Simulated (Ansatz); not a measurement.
TiAl$_{3}$

```cif
data_structure
_symmetry_space_group_name_H-M 'P 1'
_symmetry_Int_Tables_number 1
_cell_length_a 3.8448
_cell_length_b 3.8459
_cell_length_c 8.6267
_cell_angle_alpha 90.003
_cell_angle_beta 89.999
_cell_angle_gamma 90.002
_cell_volume 127.56
loop_
_atom_site_label
_atom_site_type_symbol
_atom_site_fract_x
_atom_site_fract_y
_atom_site_fract_z
_atom_site_occupancy
Ti1 Ti 0.50000 0.49999 0.50002 1
Ti2 Ti 0.00000 0.00001 0.00002 1
Al1 Al 0.00000 0.99999 0.49999 1
Al2 Al 0.50000 0.50002 0.99998 1
Al3 Al 0.50000 0.99997 0.75001 1
Al4 Al 0.99995 0.50002 0.24999 1
Al5 Al 0.00001 0.49997 0.75002 1
Al6 Al 0.49996 0.00001 0.25000 1
```

Space group I4/mmm; a structure from a database of computed crystals, not necessarily the ambient phase; changed on purpose from its base cell (all atoms moved at random, sigma 0.1 A a component, cell strained at random, sigma 0.01; relaxed back); computed without spin polarisation.

Method: DFT PBE, scalar-relativistic, plane waves, PAW in Ansatz.

Question: Predict the valence pseudo-density and electron localisation function between the atoms.

Answer: Al–Al (2.89 Å): ρ at the midpoint is about 0.2 e/Å³; the ELF peaks at about 0.60 between the atoms.
Ti–Al (2.89 Å): the density is about 0.2 e/Å³ at the midpoint; the ELF is about 0.40 at the midpoint.

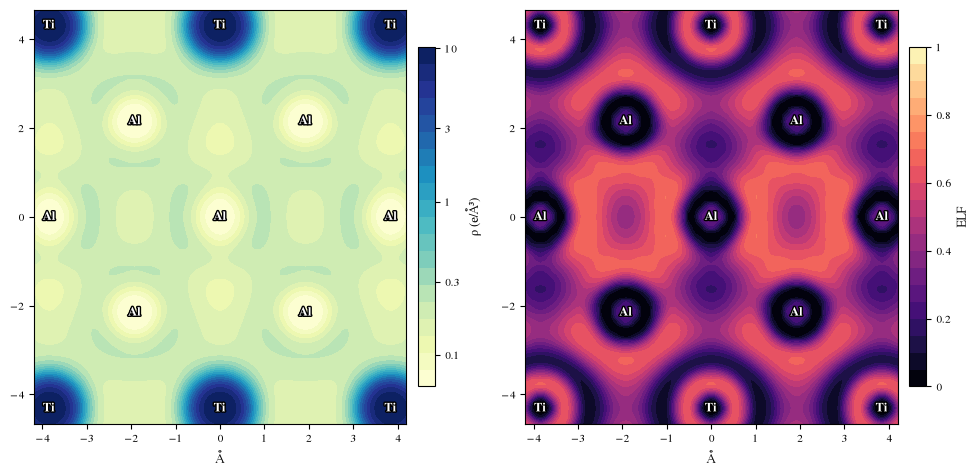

Computed valence pseudo-density and electron localisation function on the (100) plane of the conventional cell, in this order. 

The density is the valence pseudo-density of a PAW calculation; it isn't the true density close to the nuclei.
